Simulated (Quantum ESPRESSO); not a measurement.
# SnO₂: band-structure run (part 2 of 2)

SnO₂ (P4₂/mnm, 6 atoms in the cell); Kohn-Sham DFT of a periodic cell, LDA, GBRV 1.5 LDA, no spin polarisation (Quantum ESPRESSO 7.5); cutoff 925.19 eV, 6×6×8 k-mesh, fermi-dirac of 0.05 eV. The structure derives from an entry of the Crystallography Open Database.

Geometry of the input (Å; fractional positions):
```
4.7380  0.0000  0.0000
0.0000  4.7380  0.0000
0.0000  0.0000  3.1865
Sn 0.5000  0.5000  0.5000
Sn 0.0000  0.0000  0.0000
O  0.8071  0.1929  0.5000
O  0.6929  0.6929  0.0000
O  0.1929  0.8071  0.5000
O  0.3071  0.3071  0.0000
```

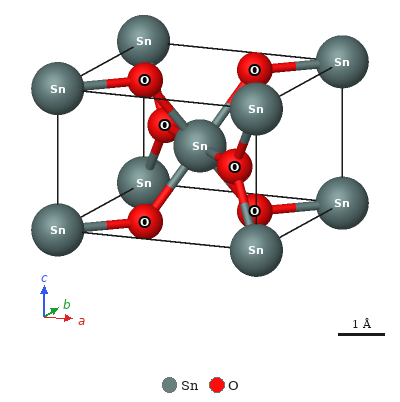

Figure 1. The structure (ball-and-stick view of the cell of the calculation, seen slightly off an axis). An atom can appear more than once, as a periodic image.

### The program's output, continued
```
          k = 0.0000 0.1489-0.6643 (  4582 PWs)   bands (ev):

   -11.6285 -11.6285 -10.9877 -10.9877 -10.6423 -10.6423 -10.5719 -10.5719
   -10.5231 -10.5231  -7.8502  -7.8502  -6.0055  -6.0055   1.8456   1.8456
     4.5406   4.5406   5.0427   5.0427   7.0843   7.0843   7.6035   7.6035
     7.9441   7.9441  15.2669  15.2669  18.2191  18.2191  19.7436  19.7436
    20.2773  20.2773  21.7161  21.7161

          k = 0.0000 0.2978 0.0000 (  4552 PWs)   bands (ev):

   -11.6640 -11.2830 -10.7932 -10.7770 -10.7768 -10.7647 -10.6156 -10.5688
   -10.5288 -10.5286  -9.1961  -8.2567  -7.0157  -6.0933   1.6783   3.5602
     5.5549   5.5704   6.5047   6.6332   6.9554   7.5332   7.9674   7.9899
     8.4730   8.7385  12.2775  14.3906  15.7556  15.9133  19.9187  20.2548
    20.5253  21.1613  21.4321  21.9458

          k = 0.0000 0.2978 0.1661 (  4557 PWs)   bands (ev):

   -11.6047 -11.2483 -10.9282 -10.9244 -10.7437 -10.7011 -10.6112 -10.5686
   -10.5455 -10.5416  -9.0862  -8.0805  -6.8481  -6.0833   1.6839   3.6159
     4.7264   5.4052   6.1951   6.6885   7.0525   7.5988   7.7180   7.8087
     8.4294   8.7220  12.7381  14.7498  16.3435  16.4769  19.0491  19.9456
    20.9851  21.2414  21.4231  21.6493

          k = 0.0000 0.2978 0.3321 (  4560 PWs)   bands (ev):

   -11.5406 -11.4016 -11.0819 -10.8680 -10.6827 -10.6727 -10.6031 -10.5809
   -10.5750 -10.5589  -8.8190  -7.7674  -6.4523  -6.0494   1.6765   3.5127
     4.0593   4.3054   5.9063   6.0355   7.0127   7.4037   7.5009   8.2091
     8.2491   8.6023  13.7365  15.3959  17.5638  17.6723  18.0540  19.3989
    21.0162  21.2237  21.3935  21.4581

          k = 0.0000 0.2978 0.4982 (  4585 PWs)   bands (ev):

   -11.6504 -11.6228 -10.9840 -10.7951 -10.6423 -10.6312 -10.5825 -10.5663
   -10.5659 -10.5569  -8.4298  -7.6882  -6.0722  -5.9693   1.7120   2.6700
     3.7935   4.0797   5.1612   5.1874   7.3503   7.4174   7.6481   8.0465
     8.2244   8.4306  14.7142  15.6601  17.4833  17.7688  19.0668  19.6240
    20.8025  21.0050  21.3988  21.5513

          k = 0.0000 0.2978-0.6643 (  4600 PWs)   bands (ev):

   -11.7140 -11.7140 -10.8526 -10.8526 -10.6449 -10.6449 -10.5683 -10.5683
   -10.5149 -10.5149  -7.9784  -7.9784  -5.9145  -5.9145   2.0026   2.0026
     3.8511   3.8511   4.9050   4.9050   7.4284   7.4284   7.9143   7.9143
     8.2296   8.2296  15.3897  15.3897  17.4450  17.4450  19.9021  19.9021
    20.7366  20.7366  21.6057  21.6057

          k = 0.0000-0.4468 0.0000 (  4564 PWs)   bands (ev):

   -11.4834 -11.4834 -10.7859 -10.7859 -10.7748 -10.7748 -10.5913 -10.5913
   -10.5312 -10.5312  -8.7698  -8.7698  -6.5161  -6.5161   2.5295   2.5295
     6.0036   6.0036   6.1725   6.1725   7.1967   7.1967   7.9863   7.9863
     8.5467   8.5467  13.4851  13.4851  16.0411  16.0411  19.9309  19.9309
    21.3604  21.3604  21.5770  21.5770

          k = 0.0000-0.4468 0.1661 (  4554 PWs)   bands (ev):

   -11.4408 -11.4408 -10.9267 -10.9267 -10.7213 -10.7213 -10.5892 -10.5892
   -10.5447 -10.5447  -8.6298  -8.6298  -6.4221  -6.4221   2.5573   2.5573
     4.9736   4.9736   6.6513   6.6513   7.2789   7.2789   7.7894   7.7894
     8.4838   8.4838  13.8521  13.8521  16.6121  16.6121  19.3538  19.3538
    21.4019  21.4019  21.6643  21.6643

          k = 0.0000-0.4468 0.3321 (  4584 PWs)   bands (ev):

   -11.4917 -11.4917 -10.9619 -10.9619 -10.6765 -10.6765 -10.5898 -10.5898
   -10.5661 -10.5661  -8.3554  -8.3554  -6.1905  -6.1905   2.5298   2.5298
     4.0201   4.0201   5.9368   5.9368   7.5287   7.5287   7.8947   7.8947
     8.3462   8.3462  14.6124  14.6124  17.7381  17.7381  18.5160  18.5160
    21.4025  21.4025  21.5525  21.5526

          k = 0.0000-0.4468 0.4982 (  4578 PWs)   bands (ev):

   -11.6703 -11.6703 -10.8387 -10.8387 -10.6406 -10.6406 -10.5733 -10.5733
   -10.5579 -10.5579  -8.1289  -8.1289  -5.9619  -5.9619   2.2767   2.2767
     3.6114   3.6114   5.1489   5.1489   7.4829   7.4829   8.0729   8.0729
     8.3781   8.3781  15.2426  15.2426  17.3812  17.3812  19.3605  19.3605
    21.2298  21.2301  21.2992  21.2993

          k = 0.0000-0.4468-0.6643 (  4580 PWs)   bands (ev):

   -11.7484 -11.7484 -10.7964 -10.7964 -10.6416 -10.6416 -10.5664 -10.5664
   -10.5105 -10.5105  -8.0414  -8.0414  -5.8720  -5.8720   2.1209   2.1209
     3.5142   3.5142   4.8695   4.8695   7.4226   7.4226   8.0757   8.0757
     8.4754   8.4754  15.4826  15.4826  17.0682  17.0682  19.9978  19.9978
    21.0833  21.0833  21.1968  21.1968

          k = 0.1489 0.1489 0.0000 (  4563 PWs)   bands (ev):

   -11.7515 -11.1884 -10.7945 -10.7837 -10.7766 -10.7361 -10.6281 -10.5579
   -10.5288 -10.5211  -9.3681  -7.6341  -7.6261  -5.9444   1.3335   4.4671
     5.0451   5.3480   6.3098   6.7979   7.4592   7.5495   7.9211   7.9917
     8.3838   8.9331  11.5363  14.7112  15.6243  15.7148  19.6272  20.0303
    20.7410  21.0285  21.4091  21.7867

          k = 0.1489 0.1489 0.1661 (  4574 PWs)   bands (ev):

   -11.6818 -11.1395 -10.9303 -10.9229 -10.7598 -10.6922 -10.6226 -10.5584
   -10.5442 -10.5418  -9.2711  -7.4775  -7.3769  -5.9819   1.3189   4.1898
     5.2047   5.5039   5.7206   6.2981   7.1808   7.3842   7.7065   8.0348
     8.4199   8.9161  12.1000  15.0877  16.1919  16.3082  18.7194  20.5418
    20.6771  21.1045  21.3754  21.5373

          k = 0.1489 0.1489 0.3321 (  4576 PWs)   bands (ev):

   -11.5501 -11.2641 -11.2318 -10.8409 -10.6907 -10.6679 -10.6104 -10.5839
   -10.5791 -10.5560  -8.9954  -7.2105  -6.8216  -6.0551   1.2869   3.6884
     4.3820   5.6134   5.6223   5.8212   6.2568   7.0088   7.4705   8.2705
     8.3389   8.6873  13.2860  15.6487  17.4561  17.6146  17.8728  20.3514
    20.4223  21.0969  21.3669  21.5889

          k = 0.1489 0.1489 0.4982 (  4582 PWs)   bands (ev):

   -11.6384 -11.4812 -11.1825 -10.8064 -10.6364 -10.6282 -10.5858 -10.5794
   -10.5603 -10.5599  -8.5182  -7.3098  -6.2943  -5.9944   1.3561   2.7746
     3.9472   4.9438   4.9624   5.9743   6.2183   7.2735   7.5008   8.1496
     8.1584   8.2404  14.4006  15.7034  17.4197  18.6980  18.8457  19.8974
    20.0526  21.0090  21.5015  21.8125

          k = 0.1489 0.1489-0.6643 (  4570 PWs)   bands (ev):

   -11.7125 -11.5738 -11.0773 -10.8444 -10.6460 -10.6429 -10.5721 -10.5689
   -10.5233 -10.5173  -8.0003  -7.7353  -6.0771  -5.9055   1.5582   2.1624
     3.9659   4.5499   4.5960   5.8962   6.5389   7.7056   7.7145   7.7958
     7.8623   8.0208  14.9944  15.4731  17.3110  19.0271  19.3966  19.8308
    19.9396  20.9250  21.8453  21.8628

          k = 0.1489 0.2978 0.0000 (  4554 PWs)   bands (ev):

   -11.6569 -11.3306 -10.7896 -10.7821 -10.7748 -10.7650 -10.6113 -10.5707
   -10.5312 -10.5233  -9.0795  -8.1018  -7.2139  -6.2280   1.9006   3.7162
     5.3751   5.6239   6.4570   6.6849   6.7550   7.5240   7.9235   7.9880
     8.3976   8.6666  12.5525  14.3174  15.9234  16.0539  19.7104  20.3159
    20.6810  21.1173  21.3537  22.3055

          k = 0.1489 0.2978 0.1661 (  4555 PWs)   bands (ev):

   -11.5937 -11.2876 -10.9306 -10.9251 -10.7486 -10.7052 -10.6072 -10.5701
   -10.5461 -10.5421  -8.9635  -7.9370  -7.0481  -6.1949   1.8831   3.5658
     4.9619   5.3773   6.0606   6.5677   6.9503   7.5558   7.6498   7.9020
     8.4032   8.7182  12.9423  14.6437  16.4809  16.5970  18.9624  20.0381
    20.8390  21.2396  21.3651  22.1082

          k = 0.1489 0.2978 0.3321 (  4572 PWs)   bands (ev):

   -11.5280 -11.3676 -11.1408 -10.8999 -10.6857 -10.6653 -10.6014 -10.5823
   -10.5765 -10.5615  -8.6976  -7.6651  -6.6363  -6.0942   1.7658   3.0446
     4.2914   4.8596   5.6847   5.9314   6.7670   7.4231   7.7757   8.1026
     8.3098   8.6241  13.7808  15.1706  17.6852  17.7306  18.0062  19.5843
    20.6779  21.2923  21.4123  21.7823

          k = 0.1489 0.2978 0.4982 (  4584 PWs)   bands (ev):

   -11.6719 -11.5502 -11.0690 -10.8004 -10.6417 -10.6313 -10.5798 -10.5705
   -10.5644 -10.5586  -8.3429  -7.6164  -6.2129  -5.9479   1.5686   2.3887
     3.8313   4.5833   4.8585   5.4894   7.0720   7.5677   7.8216   8.0849
     8.2654   8.3941  14.5252  15.3185  17.2919  18.2969  19.0346  19.6909
    20.4236  21.1748  21.4571  21.6511

          k = 0.1489 0.2978-0.6643 (  4584 PWs)   bands (ev):

   -11.7482 -11.6334 -10.9979 -10.7890 -10.6480 -10.6437 -10.5694 -10.5663
   -10.5168 -10.5131  -8.0419  -7.7802  -6.0349  -5.8695   1.4921   2.0794
     3.7494   4.2809   4.5414   5.4986   7.1847   7.7611   7.8832   8.0300
     8.0658   8.3291  14.8319  15.2798  17.0312  18.2997  19.6552  19.9551
    20.3576  21.0840  21.4958  21.8804

          k = 0.1489-0.4468 0.0000 (  4564 PWs)   bands (ev):

   -11.5070 -11.5070 -10.7807 -10.7807 -10.7776 -10.7776 -10.5900 -10.5900
   -10.5284 -10.5284  -8.6318  -8.6318  -6.6941  -6.6941   2.7517   2.7517
     5.9962   5.9962   6.0242   6.0242   7.1913   7.1913   7.9557   7.9557
     8.4754   8.4754  13.5754  13.5754  16.1640  16.1640  19.8930  19.8930
    21.2776  21.2776  21.6060  21.6060

          k = 0.1489-0.4468 0.1661 (  4562 PWs)   bands (ev):

   -11.4547 -11.4547 -10.9286 -10.9286 -10.7278 -10.7278 -10.5878 -10.5878
   -10.5445 -10.5445  -8.4916  -8.4916  -6.5901  -6.5901   2.7032   2.7032
     5.0461   5.0461   6.5358   6.5358   7.1312   7.1312   7.8238   7.8238
     8.4926   8.4926  13.8889  13.8889  16.7047  16.7047  19.3739  19.3739
    21.2896  21.2896  21.5177  21.5177

          k = 0.1489-0.4468 0.3321 (  4564 PWs)   bands (ev):

   -11.4674 -11.4674 -11.0126 -11.0126 -10.6753 -10.6753 -10.5899 -10.5899
   -10.5689 -10.5689  -8.2251  -8.2251  -6.3232  -6.3232   2.4059   2.4059
     4.3829   4.3829   5.7634   5.7634   7.5234   7.5234   7.8315   7.8315
     8.4108   8.4108  14.4838  14.4838  17.7685  17.7685  18.6480  18.6480
    21.1232  21.1232  21.4837  21.4837

          k = 0.1489-0.4468 0.4982 (  4586 PWs)   bands (ev):

   -11.6384 -11.6384 -10.9057 -10.9057 -10.6383 -10.6383 -10.5724 -10.5724
   -10.5609 -10.5609  -8.0146  -8.0146  -6.0441  -6.0441   1.9185   1.9185
     4.1293   4.1293   5.0491   5.0491   7.6220   7.6220   8.0391   8.0391
     8.3140   8.3140  14.8413  14.8413  17.6564  17.6564  19.3674  19.3674
    20.8859  20.8859  21.5125  21.5125

          k = 0.1489-0.4468-0.6643 (  4576 PWs)   bands (ev):

   -11.7168 -11.7168 -10.8596 -10.8596 -10.6452 -10.6452 -10.5666 -10.5666
   -10.5130 -10.5130  -7.9354  -7.9354  -5.9284  -5.9284   1.7014   1.7014
     3.9797   3.9797   4.8814   4.8814   7.5900   7.5900   8.1348   8.1348
     8.3036   8.3036  14.9167  14.9167  17.4733  17.4733  19.9281  19.9281
    20.7703  20.7703  21.5648  21.5649

          k = 0.2978 0.2978 0.0000 (  4568 PWs)   bands (ev):

   -11.6246 -11.4403 -10.7851 -10.7806 -10.7780 -10.7669 -10.6005 -10.5769
   -10.5282 -10.5205  -8.7471  -7.6941  -7.6910  -6.6130   2.5015   3.8452
     5.1313   5.8127   6.2016   6.3057   6.8903   7.4335   7.8803   7.9452
     8.3184   8.4844  13.1581  14.1405  16.2154  16.3230  19.6483  20.2071
    21.0952  21.1007  21.2980  22.2184

          k = 0.2978 0.2978 0.1661 (  4566 PWs)   bands (ev):

   -11.5551 -11.3813 -10.9332 -10.9287 -10.7496 -10.7209 -10.5971 -10.5752
   -10.5460 -10.5423  -8.6193  -7.6421  -7.4409  -6.5331   2.4014   3.4136
     5.2871   5.2907   5.9294   6.4867   6.6782   7.2801   7.7057   8.0655
     8.3442   8.6125  13.4323  14.3863  16.7316  16.8112  19.0551  20.1027
    20.5603  21.3229  21.3839  21.6817

          k = 0.2978 0.2978 0.3321 (  4573 PWs)   bands (ev):

   -11.4823 -11.3023 -11.2373 -10.9984 -10.6819 -10.6653 -10.5964 -10.5814
   -10.5800 -10.5671  -8.3618  -7.5585  -6.8778  -6.3079   1.9840   2.5765
     4.6603   5.4203   5.4610   5.7918   6.4082   7.7232   7.7299   8.0810
     8.3264   8.6122  13.9491  14.7052  17.7691  17.8205  18.2874  19.7829
    20.1352  21.1557  21.4964  21.5368

          k = 0.2978 0.2978 0.4982 (  4573 PWs)   bands (ev):

   -11.6400 -11.4879 -11.1526 -10.8959 -10.6375 -10.6289 -10.5742 -10.5740
   -10.5653 -10.5632  -8.0895  -7.5613  -6.3426  -6.0474   1.4229   1.8455
     4.5534   4.5646   4.5805   6.2889   6.4946   7.8850   7.9693   8.0703
     8.2711   8.3937  14.2582  14.6615  17.5231  18.3577  19.1133  19.7800
    20.1658  20.8773  21.5023  21.9126

          k = 0.2978 0.2978-0.6643 (  4552 PWs)   bands (ev):

   -11.7180 -11.5808 -11.0862 -10.8586 -10.6468 -10.6441 -10.5686 -10.5656
   -10.5186 -10.5146  -7.9144  -7.6356  -6.1216  -5.9331   1.1759   1.5644
     4.2109   4.2113   4.5907   6.5119   6.5775   7.9984   8.0528   8.1152
     8.1297   8.2466  14.3358  14.5600  17.3366  18.3439  19.5586  20.0014
    20.4018  20.6992  21.5605  22.2447

          k = 0.2978-0.4468 0.0000 (  4564 PWs)   bands (ev):

   -11.5509 -11.5509 -10.7831 -10.7831 -10.7720 -10.7720 -10.5876 -10.5876
   -10.5228 -10.5228  -8.2531  -8.2531  -7.1496  -7.1496   3.2869   3.2869
     5.5382   5.5382   6.0673   6.0673   7.1887   7.1887   7.8927   7.8927
     8.3411   8.3411  13.7580  13.7580  16.4015  16.4015  19.9034  19.9034
    21.2545  21.2545  21.6644  21.6644

          k = 0.2978-0.4468 0.1661 (  4572 PWs)   bands (ev):

   -11.4816 -11.4816 -10.9325 -10.9325 -10.7391 -10.7391 -10.5850 -10.5850
   -10.5439 -10.5439  -8.1196  -8.1196  -7.0212  -7.0212   3.0114   3.0114
     5.2256   5.2256   6.3157   6.3157   6.7723   6.7723   7.9724   7.9724
     8.4242   8.4242  13.9721  13.9721  16.8768  16.8768  19.5538  19.5538
    20.9640  20.9640  21.4354  21.4354

          k = 0.2978-0.4468 0.3321 (  4568 PWs)   bands (ev):

   -11.3969 -11.3969 -11.1334 -11.1334 -10.6735 -10.6735 -10.5886 -10.5886
   -10.5739 -10.5739  -7.9025  -7.9025  -6.6544  -6.6544   2.2516   2.2516
     5.1180   5.1180   5.5181   5.5181   7.0459   7.0459   8.0475   8.0475
     8.4500   8.4500  14.2676  14.2676  17.7928  17.7928  19.0358  19.0358
    20.5159  20.5159  21.6443  21.6443

          k = 0.2978-0.4468 0.4982 (  4572 PWs)   bands (ev):

   -11.5549 -11.5549 -11.0550 -11.0550 -10.6309 -10.6309 -10.5715 -10.5715
   -10.5678 -10.5678  -7.7600  -7.7600  -6.2409  -6.2409   1.4990   1.4990
     4.4685   4.4685   5.4815   5.4815   7.3722   7.3722   8.1010   8.1010
     8.3514   8.3514  14.2641  14.2641  17.9208  17.9208  19.4789  19.4789
    20.3986  20.3986  21.8682  21.8682

          k = 0.2978-0.4468-0.6643 (  4580 PWs)   bands (ev):

   -11.6380 -11.6380 -11.0038 -11.0038 -10.6441 -10.6441 -10.5668 -10.5668
   -10.5180 -10.5180  -7.7097  -7.7097  -6.0619  -6.0619   1.1996   1.1996
     4.1183   4.1183   5.5965   5.5965   7.5126   7.5126   8.1202   8.1202
     8.2725   8.2725  14.1926  14.1926  17.7918  17.7918  19.8891  19.8891
    20.4142  20.4142  21.9644  21.9644

          k =-0.4468-0.4468 0.0000 (  4560 PWs)   bands (ev):

   -11.5714 -11.5714 -10.7857 -10.7857 -10.7682 -10.7682 -10.5863 -10.5863
   -10.5202 -10.5202  -7.7282  -7.7282  -7.7115  -7.7115   3.6596   3.6596
     5.1983   5.1983   6.0899   6.0899   7.1909   7.1909   7.8602   7.8602
     8.2773   8.2773  13.8516  13.8516  16.5111  16.5111  19.9649  19.9649
    21.3657  21.3657  21.6939  21.6939

          k =-0.4468-0.4468 0.1661 (  4564 PWs)   bands (ev):

   -11.4948 -11.4948 -10.9346 -10.9346 -10.7439 -10.7439 -10.5835 -10.5835
   -10.5435 -10.5435  -7.6968  -7.6968  -7.4729  -7.4729   3.1770   3.1770
     5.3406   5.3406   6.2500   6.2500   6.5142   6.5142   8.1430   8.1430
     8.2879   8.2879  14.0185  14.0185  16.9509  16.9509  19.8224  19.8224
    20.6249  20.6249  21.4494  21.4494

          k =-0.4468-0.4468 0.3321 (  4588 PWs)   bands (ev):

   -11.3143 -11.3143 -11.2398 -11.2398 -10.6727 -10.6727 -10.5868 -10.5868
   -10.5767 -10.5767  -7.6567  -7.6567  -6.9059  -6.9059   2.1994   2.1994
     5.2669   5.2669   5.8953   5.8953   6.4944   6.4944   8.3128   8.3128
     8.3136   8.3136  14.1776  14.1776  17.7875  17.7875  19.4885  19.4885
    19.9717  19.9717  21.7666  21.7666

          k =-0.4468-0.4468 0.4982 (  4552 PWs)   bands (ev):

   -11.4911 -11.4911 -11.1495 -11.1495 -10.6260 -10.6260 -10.5734 -10.5734
   -10.5698 -10.5698  -7.6081  -7.6081  -6.3666  -6.3666   1.3464   1.3464
     4.4036   4.4036   6.3467   6.3467   6.6590   6.6590   8.2773   8.2773
     8.3398   8.3398  14.0361  14.0361  17.9623  17.9623  19.6988  19.6988
    20.0398  20.0398  22.0582  22.0582

          k =-0.4468-0.4468-0.6643 (  4608 PWs)   bands (ev):

   -11.5842 -11.5842 -11.0891 -11.0891 -10.6419 -10.6419 -10.5671 -10.5671
   -10.5205 -10.5205  -7.5846  -7.5846  -6.1437  -6.1437   1.0123   1.0123
     4.0482   4.0482   6.6052   6.6052   6.7165   6.7165   8.2016   8.2016
     8.3508   8.3508  13.9148  13.9148  17.8291  17.8291  19.9890  19.9890
    20.1786  20.1786  22.1409  22.1409

     the Fermi energy is     9.7769 ev

!    total energy              =    -447.13222283 Ry
     estimated scf accuracy    <          4.3E-10 Ry
     smearing contrib. (-TS)   =      -0.00000001 Ry
     internal energy E=F+TS    =    -447.13222282 Ry

     The total energy is F=E-TS. E is the sum of the following terms:
     one-electron contribution =    -131.64883668 Ry
     hartree contribution      =     106.13310679 Ry
     xc contribution           =    -114.18255765 Ry
     ewald contribution        =    -307.43393528 Ry

     convergence has been achieved in   9 iterations

     Forces acting on atoms (cartesian axes, Ry/au):

     atom    1 type  1   force =     0.00000000    0.00000000    0.00000000
     atom    2 type  1   force =     0.00000000    0.00000000   -0.00000000
     atom    3 type  2   force =    -0.00454189    0.00454189    0.00000000
     atom    4 type  2   force =     0.00454189    0.00454189    0.00000000
     atom    5 type  2   force =     0.00454189   -0.00454189    0.00000000
     atom    6 type  2   force =    -0.00454189   -0.00454189    0.00000000

     Total force =     0.012846     Total SCF correction =     0.000009

     Computing stress (Cartesian axis) and pressure

          total   stress  (Ry/bohr**3)                   (kbar)     P=       -1.00
  -0.00003544   0.00000000   0.00000000           -5.21        0.00        0.00
   0.00000000  -0.00003544   0.00000000            0.00       -5.21        0.00
   0.00000000   0.00000000   0.00005049            0.00        0.00        7.43

=------------------------------------------------------------------------------=
   JOB DONE.
=------------------------------------------------------------------------------=
```

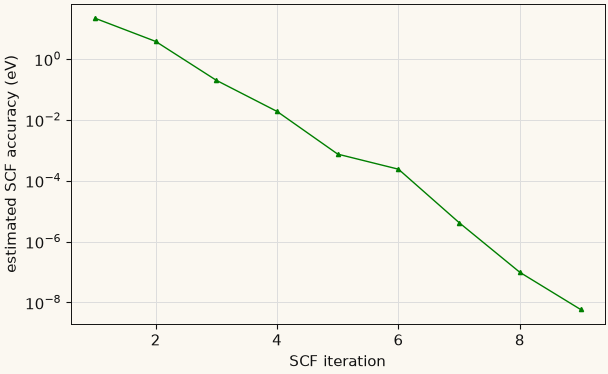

Figure 2. Convergence of the self-consistent field: estimated SCF accuracy against the iteration. The field takes 9 iterations in all.

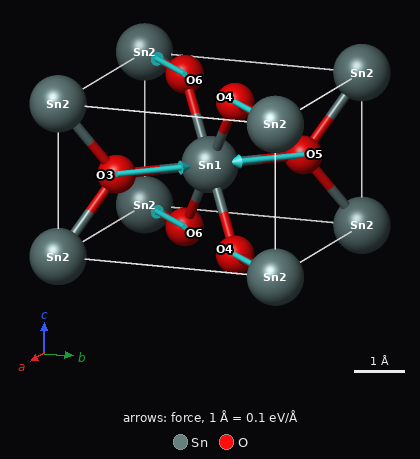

Figure 3. Forces on the atoms as teal arrows (ball-and-stick view of the cell of the calculation, seen slightly off an axis; atoms are numbered from 1 in the order of the input). The largest act on all 4 O atoms (0.17 eV/Å). The geometry is not a stationary point of this energy.
